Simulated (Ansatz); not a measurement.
Run report: GaSb, geometry relaxation (part 1 of 2)

GaSb (slab, 8 atoms in the cell), computed with DFT PBEsol, scalar-relativistic, plane waves, PAW, no spin polarisation (Ansatz 0.2.0).

The structure derives from an entry of the Crystallography Open Database. The input holds or restrains some coordinates. Forces given for the steps count only the free coordinates. It belongs to a series of runs on one base structure; here: clean slab, lower half held. Figures and captions count atoms from 1; the log counts them from 0 in places.

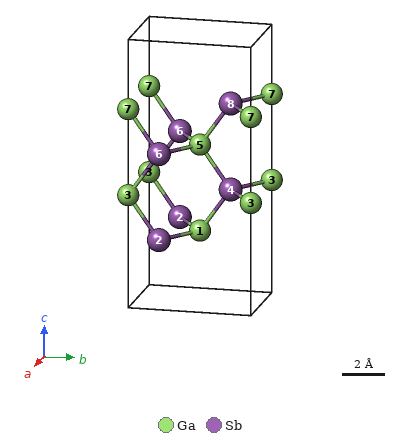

Fig. 1: The structure as given in the input (ball-and-stick view of the cell of the calculation, with the vacuum cut short, seen slightly off an axis; atoms are numbered from 1 in the order of the input). An atom can appear more than once, as a periodic image. Near neighbours in the periodic cell (some may lie outside the picture): Ga has 3 Sb at 2.65 Å; Sb has 3 Ga at 2.65 Å; Ga has 4 Sb at 2.65 Å; Sb has 4 Ga at 2.65 Å.

**Input**
```yaml
crystal:
  lattice:
    - [4.3212908977, 0.0, 0.0]
    - [0.0, 6.1112281945, 0.0]
    - [0.0, 0.0, 23.4819363465]
  atoms:
    - { symbol: Ga, position: [0.5, 0.5, 0.3619803697] }
    - { symbol: Sb, position: [0.0, 0.25, 0.3619803697] }
    - { symbol: Ga, position: [0.0, 0.0, 0.4539934566] }
    - { symbol: Sb, position: [0.5, 0.75, 0.4539934566] }
    - { symbol: Ga, position: [0.5, 0.5, 0.5460065434] }
    - { symbol: Sb, position: [0.0, 0.25, 0.5460065434] }
    - { symbol: Ga, position: [0.0, 0.0, 0.6380196303] }
    - { symbol: Sb, position: [0.5, 0.75, 0.6380196303] }
basis:
  ecutwfc: 420
kpoints:
  mp_grid: { grid: [7, 5, 1] }
hamiltonian:
  xc: pbesol
scf:
  occupations: { method: gaussian, width: 0.1 }
output:
  forces: true
  eigenvalues: true
  write_density: true
  write_potential: true
  elf: true
  volumetric_format: npy
relax:
  adjacent_minimum: "off"
  f_tol: 0.03
  max_steps: 70
  constraints: [{ sites: [0, 1, 2, 3] }]
efield:
  axis: 3
  dipole_correction: true
  ramp_width: 0.04
```

Run on 2 threads of Intel Xeon (Granite Rapids), 32 GiB of memory available, shared host.

Launch command:
```bash
ansatz run input.yaml --threads 2 --pin off --max-ram 5120MiB --backend cpu --events-out ev --progress --plain --runs-dir out
```

**What the program printed**
```
Engine: ansatz 0.2.0, x86_64-unknown-linux-gnu
Pseudopotentials: kind: paw
Pseudopotential: Ga, paw, valence charge 13, recommended cutoff 420 eV (normal), Ga.paw.azcp
Pseudopotential: Sb, paw, valence charge 15, recommended cutoff 420 eV (normal), Sb.paw.azcp
Functional definition: PBEsol
  exchange = pbesol_x
  correlation = pbesol_c
Crystal: 8 atoms, lattice volume = 620.120 Å³
Basis set: ecut = 420 eV, 12145 PW (Γ), exchange–correlation on 60×90×320 points (8 copies of the dense FFT grid, shifted against one another)
Bands: 68, of which v1, the nominal top of the filled ones, is band 56 counted from 1 (55 counted from 0)
Symmetry: 2 space group operations
k-points: 12 of 35 (time reversal used)
Non-local potential: Ga, projectors of the file, l = 0: 2, l = 1: 2, l = 2: 3, l = 3: 1
Non-local potential: Sb, projectors of the file, l = 0: 2, l = 1: 2, l = 2: 2, l = 3: 2
PAW form: soft (Blöchl's): semilocal exchange-correlation on the pseudo side does not see the compensation charge
PAW frozen core: Ga, regenerated for the run's functional, and the local potential with it (the file was generated under x = pbe(κ = 0.804, μ = 0.2195149727645171), c = pbe(β = 0.06672455060314922))
PAW frozen core: Sb, regenerated for the run's functional, and the local potential with it (the file was generated under x = pbe(κ = 0.804, μ = 0.2195149727645171), c = pbe(β = 0.06672455060314922))
PAW one-centre angular grid: Ga, 590 points (default); XC on 64 Gauss nodes
PAW one-centre angular grid: Sb, 590 points (default); XC on 64 Gauss nodes
Initial density: superposition of atomic densities (neutral atoms: chi_scale 0, normalization atom), corrected by the library's trained network
Initial wavefunctions: pseudopotential atomic-orbital guess
Functional: x = pbesol(κ = 0.804, μ = 0.12345679012345678), c = pbesol(β = 0.046)
SCF iter   1: F=—  HF=-40603.192053 eV  |F-HF|=—  |Δ(HF+E_count)|=         —  Δρ=1.90e-3  dr2=4.18e-2  ethr=1.77e-3  p=0.000 e·Å  D=1.55e-14 V/Å  ΔV_dip=-0.00 eV  dr2_dipole=4.01e-9  V_vac-E_F(+/−)=4.59/4.59 eV  ⟨swp⟩=7.0  Hψ=3282  notcnv=0  defer=3
efield: sawtooth ramp at fractional position 0.9800 (placed from the atoms, in the widest stretch of the axis that holds none; the zero of the levels goes with the place), width 0.0400; the density the first Hamiltonian is built on has a dipole p = 0.000 e·Å; the dipole correction subtracts the counter field D = 1.55e-14 V/Å, which shifts the + side's vacuum level by -0.00 eV against the − side's; the planar-averaged density in the ramp window peaks in size at 2.9e-7 e/Å³
preconditioner: auto → LDOS  [insulator: Δε(μ)=0.220 eV  Ē_g=13.335 eV  σ=0.100 eV  W_gap=0.87  n_scr=90 (ndim 8)  ℏωp=12.7 eV  f_vac=0.587  D(μ)=0.33/eV (n_scr^D=2)  ε∞_Penn≈1.9  β→1.0]
SCF iter   2: F=—  HF=-40603.184938 eV  |F-HF|=—  |Δ(HF+E_count)|=   7.11e-3  Δρ=8.61e-4  dr2=1.28e-2  ethr=3.74e-5  p=-0.000 e·Å  D=-1.86e-5 V/Å  ΔV_dip=0.00 eV  dr2_dipole=2.08e-8  V_vac-E_F(+/−)=4.45/4.45 eV  ⟨swp⟩=2.0  Hψ=1464  notcnv=0  defer=59
SCF iter   3: F=—  HF=-40603.182532 eV  |F-HF|=—  |Δ(HF+E_count)|=   2.41e-3  Δρ=3.71e-4  dr2=1.89e-3  ethr=1.15e-5  p=-0.000 e·Å  D=-1.55e-6 V/Å  ΔV_dip=0.00 eV  dr2_dipole=6.10e-9  V_vac-E_F(+/−)=4.45/4.45 eV  ⟨swp⟩=2.0  Hψ=1429  notcnv=0  defer=59
SCF iter   4: F=—  HF=-40603.182174 eV  |F-HF|=—  |Δ(HF+E_count)|=   3.57e-4  Δρ=1.05e-4  dr2=1.28e-4  ethr=1.69e-6  p=-0.000 e·Å  D=-2.19e-6 V/Å  ΔV_dip=0.00 eV  dr2_dipole=3.31e-9  V_vac-E_F(+/−)=4.44/4.44 eV  ⟨swp⟩=2.0  Hψ=1431  notcnv=0  defer=59
iter 5 did not close the SCF: its close was put off for the readings that it lacked (scf_convergence_deferred on its scf_iter line)
SCF iter   5: F=-40603.182170 eV  HF=-40603.182167 eV  |F-HF|=3.79e-6  |Δ(HF+E_count)|=   7.60e-6  Δρ=2.66e-5  dr2=8.92e-6  ethr=1.14e-7  p=-0.000 e·Å  D=-5.85e-7 V/Å  ΔV_dip=0.00 eV  dr2_dipole=1.50e-11  V_vac-E_F(+/−)=4.44/4.44 eV  ⟨swp⟩=2.0  Hψ=1429  notcnv=0  defer=59
SCF iter   6: F=-40603.182173 eV  HF=-40603.182174 eV  |F-HF|=3.41e-7  |Δ(HF+E_count)|=   7.16e-6  Δρ=1.71e-5  dr2=1.77e-6  ethr=7.97e-9  p=-0.000 e·Å  D=-3.45e-7 V/Å  ΔV_dip=0.00 eV  dr2_dipole=2.94e-11  V_vac-E_F(+/−)=4.44/4.44 eV  ⟨swp⟩=19.2  Hψ=7862  notcnv=0
SCF 1 converged in 6 iterations: F = -40603.182173 eV  dr2 = 1.77e-6
  greatest PAW one-centre occupation: 0.996 electrons in one spin orbital (limit 2), on the Sb atom at site 7 (counted from 0), in its partial waves of l = 2
relax step   1: F+E_penalty+E_count = -40603.18217338 eV  Δ(F+E_penalty+E_count) = +0.000e0 eV  max|allowed force component| = 8.855e-1 eV/Å  Δτ_max = 0.0000 Å  (6 SCF iters, dr2 threshold 2.25e-5 eV, accepted)
Initial density: handed on by an earlier stage of this run
Initial wavefunctions: those handed on with the density
iter 1 solved again at ethr=3.10e-5 eV; its pass at ethr=3.10e-3 eV (dr2=3.47e-2 eV) is discarded
SCF iter   1: F=—  HF=-40603.479940 eV  |F-HF|=—  |Δ(HF+E_count)|=         —  Δρ=2.98e-3  dr2=3.41e-2  ethr=3.10e-5  p=0.000 e·Å  D=1.63e-7 V/Å  ΔV_dip=-0.00 eV  dr2_dipole=6.38e-4  V_vac-E_F(+/−)=4.40/4.40 eV  ⟨swp⟩=1.8  Hψ=2850  notcnv=0  defer=57
efield: sawtooth ramp at fractional position 0.9800 (handed on by an earlier solve), width 0.0400; the density the first Hamiltonian is built on has a dipole p = 0.000 e·Å; the dipole correction subtracts the counter field D = 1.63e-7 V/Å, which shifts the + side's vacuum level by -0.00 eV against the − side's; the planar-averaged density in the ramp window peaks in size at 2.7e-6 e/Å³
preconditioner: auto → Resta (q_TF=auto, 2.051 Å⁻¹)  ε∞=1.9  [insulator: Δε(μ)=0.322 eV  Ē_g=13.368 eV  σ=0.100 eV  W_gap=0.98  n_scr=90 (ndim 8)  ℏωp=12.7 eV  f_vac=0.587  D(μ)=0.07/eV (n_scr^D=0)  ε∞_Penn≈1.9  vacuum switching on, ρ_ref=1.3e-2 e/Å³]
SCF iter   2: F=—  HF=-40603.476608 eV  |F-HF|=—  |Δ(HF+E_count)|=   3.33e-3  Δρ=1.51e-3  dr2=3.83e-2  ethr=3.04e-5  p=0.018 e·Å  D=5.30e-3 V/Å  ΔV_dip=-0.12 eV  dr2_dipole=1.72e-2  V_vac-E_F(+/−)=4.35/4.47 eV  ⟨swp⟩=2.0  Hψ=887  notcnv=0  defer=57
SCF iter   3: F=—  HF=-40603.499704 eV  |F-HF|=—  |Δ(HF+E_count)|=   2.31e-2  Δρ=1.51e-3  dr2=3.57e-1  ethr=3.04e-5  p=-0.056 e·Å  D=-1.63e-2 V/Å  ΔV_dip=0.38 eV  dr2_dipole=1.84e-1  V_vac-E_F(+/−)=4.66/4.28 eV  ⟨swp⟩=2.0  Hψ=952  notcnv=0  defer=59  recentre
SCF iter   4: F=—  HF=-40603.474176 eV  |F-HF|=—  |Δ(HF+E_count)|=   2.55e-2  Δρ=1.30e-3  dr2=5.31e-3  ethr=3.04e-5  p=0.003 e·Å  D=7.61e-4 V/Å  ΔV_dip=-0.02 eV  dr2_dipole=2.96e-4  V_vac-E_F(+/−)=4.42/4.44 eV  ⟨swp⟩=1.8  Hψ=963  notcnv=0  defer=59
SCF iter   5: F=—  HF=-40603.473958 eV  |F-HF|=—  |Δ(HF+E_count)|=   2.17e-4  Δρ=7.21e-4  dr2=1.59e-3  ethr=4.74e-6  p=-0.001 e·Å  D=-3.96e-4 V/Å  ΔV_dip=0.01 eV  dr2_dipole=7.49e-6  V_vac-E_F(+/−)=4.44/4.43 eV  ⟨swp⟩=1.3  Hψ=830  notcnv=0  defer=57
SCF iter   6: F=—  HF=-40603.474065 eV  |F-HF|=—  |Δ(HF+E_count)|=   1.07e-4  Δρ=7.31e-5  dr2=4.02e-5  ethr=1.42e-6  p=-0.003 e·Å  D=-8.24e-4 V/Å  ΔV_dip=0.02 eV  dr2_dipole=3.72e-6  V_vac-E_F(+/−)=4.46/4.44 eV  ⟨swp⟩=2.0  Hψ=1164  notcnv=0  defer=57
SCF iter   7: F=-40603.474064 eV  HF=-40603.474070 eV  |F-HF|=6.45e-6  |Δ(HF+E_count)|=   5.10e-6  Δρ=3.18e-5  dr2=1.12e-5  ethr=3.58e-8  p=-0.002 e·Å  D=-6.43e-4 V/Å  ΔV_dip=0.02 eV  dr2_dipole=2.27e-6  V_vac-E_F(+/−)=4.46/4.44 eV  ⟨swp⟩=21.5  Hψ=8935  notcnv=0
SCF 2 converged in 7 iterations: F = -40603.474064 eV  dr2 = 1.12e-5
  greatest PAW one-centre occupation: 0.996 electrons in one spin orbital (limit 2), on the Sb atom at site 1 (counted from 0), in its partial waves of l = 2
relax step   2: F+E_penalty+E_count = -40603.47406396 eV  Δ(F+E_penalty+E_count) = -2.919e-1 eV  max|allowed force component| = 5.091e-1 eV/Å  Δτ_max = 0.1948 Å  (7 SCF iters, dr2 threshold 4.90e-5 eV, accepted)
SCF iter   1: F=—  HF=-40603.609812 eV  |F-HF|=—  |Δ(HF+E_count)|=         —  Δρ=2.82e-3  dr2=3.71e-2  ethr=2.26e-4  p=-0.002 e·Å  D=-6.44e-4 V/Å  ΔV_dip=0.02 eV  dr2_dipole=6.38e-3  V_vac-E_F(+/−)=4.46/4.44 eV  ⟨swp⟩=4.5  Hψ=2135  notcnv=0  defer=51
efield: sawtooth ramp at fractional position 0.9800 (handed on by an earlier solve), width 0.0400; the density the first Hamiltonian is built on has a dipole p = -0.002 e·Å; the dipole correction subtracts the counter field D = -6.44e-4 V/Å, which shifts the + side's vacuum level by +0.02 eV against the − side's; the planar-averaged density in the ramp window peaks in size at 1.8e-6 e/Å³
preconditioner: auto → Resta (q_TF=auto, 2.051 Å⁻¹)  ε∞=1.9  [insulator: Δε(μ)=0.260 eV  Ē_g=13.374 eV  σ=0.100 eV  W_gap=0.93  n_scr=90 (ndim 8)  ℏωp=12.7 eV  f_vac=0.589  D(μ)=0.20/eV (n_scr^D=0)  ε∞_Penn≈1.9  vacuum switching on, ρ_ref=1.3e-2 e/Å³]
SCF iter   2: F=—  HF=-40603.622105 eV  |F-HF|=—  |Δ(HF+E_count)|=   1.23e-2  Δρ=1.72e-3  dr2=1.91e-1  ethr=3.31e-5  p=0.057 e·Å  D=1.65e-2 V/Å  ΔV_dip=-0.39 eV  dr2_dipole=9.65e-2  V_vac-E_F(+/−)=4.20/4.59 eV  ⟨swp⟩=2.0  Hψ=1384  notcnv=0  defer=53  recentre
SCF iter   3: F=—  HF=-40603.608906 eV  |F-HF|=—  |Δ(HF+E_count)|=   1.32e-2  Δρ=1.97e-3  dr2=3.76e-2  ethr=3.31e-5  p=-0.009 e·Å  D=-2.76e-3 V/Å  ΔV_dip=0.06 eV  dr2_dipole=1.42e-2  V_vac-E_F(+/−)=4.49/4.43 eV  ⟨swp⟩=2.0  Hψ=947  notcnv=0  defer=53
SCF iter   4: F=—  HF=-40603.606015 eV  |F-HF|=—  |Δ(HF+E_count)|=   2.89e-3  Δρ=1.35e-3  dr2=5.15e-3  ethr=3.31e-5  p=0.008 e·Å  D=2.42e-3 V/Å  ΔV_dip=-0.06 eV  dr2_dipole=7.14e-6  V_vac-E_F(+/−)=4.42/4.48 eV  ⟨swp⟩=1.5  Hψ=832  notcnv=0  defer=50
SCF iter   5: F=—  HF=-40603.606073 eV  |F-HF|=—  |Δ(HF+E_count)|=   5.78e-5  Δρ=3.09e-4  dr2=3.83e-4  ethr=4.60e-6  p=0.008 e·Å  D=2.27e-3 V/Å  ΔV_dip=-0.05 eV  dr2_dipole=8.86e-7  V_vac-E_F(+/−)=4.43/4.48 eV  ⟨swp⟩=2.1  Hψ=1212  notcnv=0  defer=50
SCF iter   6: F=—  HF=-40603.606207 eV  |F-HF|=—  |Δ(HF+E_count)|=   1.34e-4  Δρ=5.73e-5  dr2=4.83e-5  ethr=3.42e-7  p=0.008 e·Å  D=2.23e-3 V/Å  ΔV_dip=-0.05 eV  dr2_dipole=1.07e-5  V_vac-E_F(+/−)=4.44/4.49 eV  ⟨swp⟩=2.0  Hψ=923  notcnv=0  defer=50
SCF iter   7: F=-40603.606213 eV  HF=-40603.606211 eV  |F-HF|=1.68e-6  |Δ(HF+E_count)|=   4.25e-6  Δρ=3.35e-5  dr2=5.08e-6  ethr=1.45e-8  p=0.007 e·Å  D=2.12e-3 V/Å  ΔV_dip=-0.05 eV  dr2_dipole=7.85e-8  V_vac-E_F(+/−)=4.44/4.49 eV  ⟨swp⟩=21.0  Hψ=8656  notcnv=0
SCF 3 converged in 7 iterations: F = -40603.606213 eV  dr2 = 5.08e-6
relax step   3: F+E_penalty+E_count = -40603.60621280 eV  Δ(F+E_penalty+E_count) = -1.321e-1 eV  max|allowed force component| = 2.404e-1 eV/Å  Δτ_max = 0.1950 Å  (7 SCF iters, dr2 threshold 1.62e-5 eV, accepted)
SCF iter   1: F=—  HF=-40603.641747 eV  |F-HF|=—  |Δ(HF+E_count)|=         —  Δρ=2.55e-3  dr2=4.52e-2  ethr=2.18e-4  p=0.007 e·Å  D=2.12e-3 V/Å  ΔV_dip=-0.05 eV  dr2_dipole=1.18e-2  V_vac-E_F(+/−)=4.45/4.50 eV  ⟨swp⟩=3.9  Hψ=1893  notcnv=0  defer=60
efield: sawtooth ramp at fractional position 0.9800 (handed on by an earlier solve), width 0.0400; the density the first Hamiltonian is built on has a dipole p = 0.007 e·Å; the dipole correction subtracts the counter field D = 2.12e-3 V/Å, which shifts the + side's vacuum level by -0.05 eV against the − side's; the planar-averaged density in the ramp window peaks in size at 2.5e-6 e/Å³
preconditioner: auto → LDOS  [insulator: Δε(μ)=0.227 eV  Ē_g=13.377 eV  σ=0.100 eV  W_gap=0.88  n_scr=90 (ndim 8)  ℏωp=12.7 eV  f_vac=0.590  D(μ)=0.27/eV (n_scr^D=2)  ε∞_Penn≈1.9  β→1.0]
SCF iter   2: F=—  HF=-40603.646785 eV  |F-HF|=—  |Δ(HF+E_count)|=   5.04e-3  Δρ=1.13e-3  dr2=6.26e-2  ethr=4.04e-5  p=0.043 e·Å  D=1.25e-2 V/Å  ΔV_dip=-0.29 eV  dr2_dipole=2.25e-2  V_vac-E_F(+/−)=4.25/4.55 eV  ⟨swp⟩=2.1  Hψ=1573  notcnv=0  defer=59
SCF iter   3: F=—  HF=-40603.638424 eV  |F-HF|=—  |Δ(HF+E_count)|=   8.36e-3  Δρ=3.61e-4  dr2=5.03e-3  ethr=4.04e-5  p=0.012 e·Å  D=3.49e-3 V/Å  ΔV_dip=-0.08 eV  dr2_dipole=8.88e-4  V_vac-E_F(+/−)=4.45/4.53 eV  ⟨swp⟩=2.0  Hψ=1362  notcnv=0  defer=59
SCF iter   4: F=—  HF=-40603.637697 eV  |F-HF|=—  |Δ(HF+E_count)|=   7.27e-4  Δρ=1.17e-4  dr2=2.99e-4  ethr=4.49e-6  p=0.020 e·Å  D=5.81e-3 V/Å  ΔV_dip=-0.14 eV  dr2_dipole=1.27e-5  V_vac-E_F(+/−)=4.39/4.52 eV  ⟨swp⟩=2.0  Hψ=1367  notcnv=0  defer=59
SCF iter   5: F=-40603.637650 eV  HF=-40603.637654 eV  |F-HF|=4.51e-6  |Δ(HF+E_count)|=   4.25e-5  Δρ=2.93e-5  dr2=9.08e-6  ethr=1.15e-8  p=0.019 e·Å  D=5.45e-3 V/Å  ΔV_dip=-0.13 eV  dr2_dipole=7.97e-7  V_vac-E_F(+/−)=4.40/4.53 eV  ⟨swp⟩=20.2  Hψ=8800  notcnv=0
SCF 4 converged in 5 iterations: F = -40603.637650 eV  dr2 = 9.08e-6
relax step   4: F+E_penalty+E_count = -40603.63764952 eV  Δ(F+E_penalty+E_count) = -3.144e-2 eV  max|allowed force component| = 5.604e-2 eV/Å  Δτ_max = 0.1559 Å  (5 SCF iters, dr2 threshold 1.29e-5 eV, accepted)
SCF iter   1: F=—  HF=-40603.639550 eV  |F-HF|=—  |Δ(HF+E_count)|=         —  Δρ=6.87e-4  dr2=1.95e-3  ethr=3.13e-5  p=0.019 e·Å  D=5.45e-3 V/Å  ΔV_dip=-0.13 eV  dr2_dipole=2.42e-4  V_vac-E_F(+/−)=4.40/4.53 eV  ⟨swp⟩=2.7  Hψ=1585  notcnv=0  defer=60
efield: sawtooth ramp at fractional position 0.9800 (handed on by an earlier solve), width 0.0400; the density the first Hamiltonian is built on has a dipole p = 0.019 e·Å; the dipole correction subtracts the counter field D = 5.45e-3 V/Å, which shifts the + side's vacuum level by -0.13 eV against the − side's; the planar-averaged density in the ramp window peaks in size at 3.2e-6 e/Å³
preconditioner: auto → LDOS  [insulator: Δε(μ)=0.221 eV  Ē_g=13.381 eV  σ=0.100 eV  W_gap=0.88  n_scr=90 (ndim 8)  ℏωp=12.7 eV  f_vac=0.591  D(μ)=0.28/eV (n_scr^D=2)  ε∞_Penn≈1.9  β→1.0]
SCF iter   2: F=—  HF=-40603.639963 eV  |F-HF|=—  |Δ(HF+E_count)|=   4.13e-4  Δρ=2.83e-4  dr2=3.42e-3  ethr=1.74e-6  p=0.027 e·Å  D=7.93e-3 V/Å  ΔV_dip=-0.19 eV  dr2_dipole=7.51e-4  V_vac-E_F(+/−)=4.35/4.54 eV  ⟨swp⟩=2.0  Hψ=1500  notcnv=0  defer=60
SCF iter   3: F=—  HF=-40603.639521 eV  |F-HF|=—  |Δ(HF+E_count)|=   4.42e-4  Δρ=1.33e-4  dr2=8.66e-4  ethr=1.74e-6  p=0.018 e·Å  D=5.18e-3 V/Å  ΔV_dip=-0.12 eV  dr2_dipole=1.61e-4  V_vac-E_F(+/−)=4.42/4.54 eV  ⟨swp⟩=2.0  Hψ=1309  notcnv=0  defer=60
SCF iter   4: F=—  HF=-40603.639386 eV  |F-HF|=—  |Δ(HF+E_count)|=   1.35e-4  Δρ=3.61e-5  dr2=5.32e-5  ethr=7.73e-7  p=0.020 e·Å  D=5.86e-3 V/Å  ΔV_dip=-0.14 eV  dr2_dipole=1.15e-5  V_vac-E_F(+/−)=4.40/4.54 eV  ⟨swp⟩=2.0  Hψ=843  notcnv=0  defer=60
SCF iter   5: F=—  HF=-40603.639323 eV  |F-HF|=—  |Δ(HF+E_count)|=   6.28e-5  Δρ=7.70e-6  dr2=1.48e-6  ethr=4.75e-8  p=0.021 e·Å  D=6.05e-3 V/Å  ΔV_dip=-0.14 eV  dr2_dipole=2.07e-7  V_vac-E_F(+/−)=4.39/4.54 eV  ⟨swp⟩=2.0  Hψ=882  notcnv=0  defer=60
SCF iter   6: F=-40603.639323 eV  HF=-40603.639323 eV  |F-HF|=2.65e-8  |Δ(HF+E_count)|=   1.58e-7  Δρ=2.40e-6  dr2=3.65e-8  ethr=8.93e-11  p=0.021 e·Å  D=6.08e-3 V/Å  ΔV_dip=-0.14 eV  dr2_dipole=1.99e-9  V_vac-E_F(+/−)=4.39/4.54 eV  ⟨swp⟩=17.6  Hψ=7584  notcnv=0
SCF 5 converged in 6 iterations: F = -40603.639323 eV  dr2 = 3.65e-8
relax step   5: F+E_penalty+E_count = -40603.63932268 eV  Δ(F+E_penalty+E_count) = -1.673e-3 eV  max|allowed force component| = 1.663e-2 eV/Å  Δτ_max = 0.0445 Å  (6 SCF iters, accepted)
```

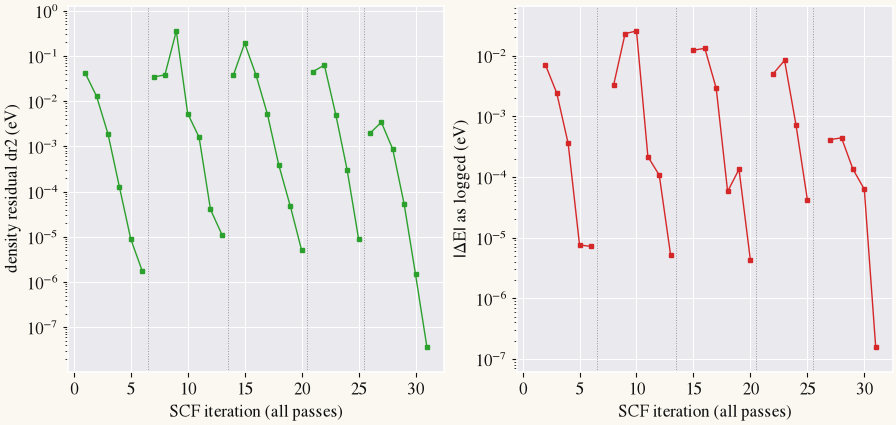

Fig. 2: Convergence of the self-consistent field: density residual dr2 and size of the energy change against the SCF iteration. The dotted lines part the SCF passes of the relaxation: geometry steps, rejected trials and re-solves on a re-selected basis. The 5 passes take 5 to 7 iterations each, 31 in all.

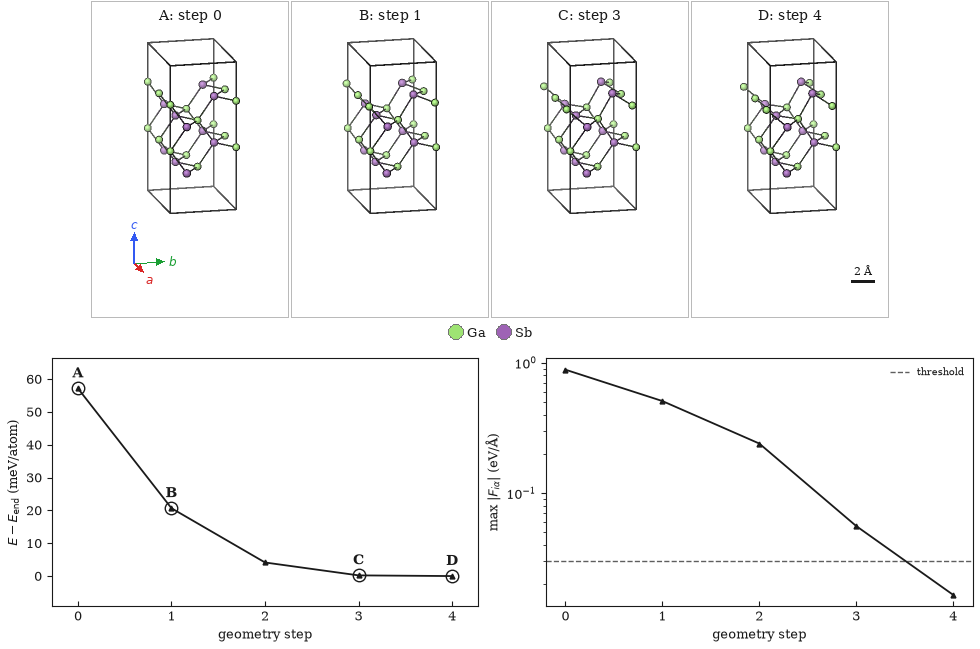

Fig. 3: Frames of the restrained relaxation (ball-and-stick view of the 2 × 1 repeat of the cell, with the vacuum cut short, seen slightly off an axis) above the curves, on which the letters mark them (the first geometry is step 0 here and step 1 in the log).
